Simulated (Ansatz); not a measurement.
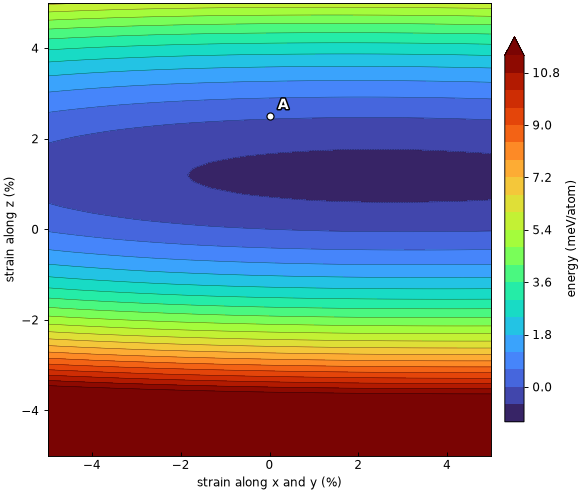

H (P6_3/mmc, No. 194; 4 atoms in the cell). The cell is strained homogeneously, by one strain along x and y and another along z, with fractional coordinates fixed (x along [1 0 0], z along [0 0 1] of the conventional cell). First axis: strain along x and y. Second axis: strain along z. The scan uses a 5 × 5 grid. Points are written as (first, second). Energies are in meV/atom, from the unstrained cell. The reference cell is the one listed in the database, not relaxed at this level. Computed with Ansatz 0.2.0, DFT PBE, scalar-relativistic, plane waves, PAW. Settings: cutoff 420 eV, k-mesh 9×9×6 in the order of the run's cell vectors, gaussian smearing 0.05 eV, no spin polarisation.

The picture shows filled contours, one colour for all values above the top of the scale, the point A. Between grid points the surface is interpolated.

Q: Which way does the force act at A, and how strong is it?

A: A, at (0.0 %, 2.5 %), is not a stationary point. The computed force is 0.031 meV/atom for each 1 % towards larger values of strain along x and y and 1.2 meV/atom for each 1 % towards smaller values of strain along z.
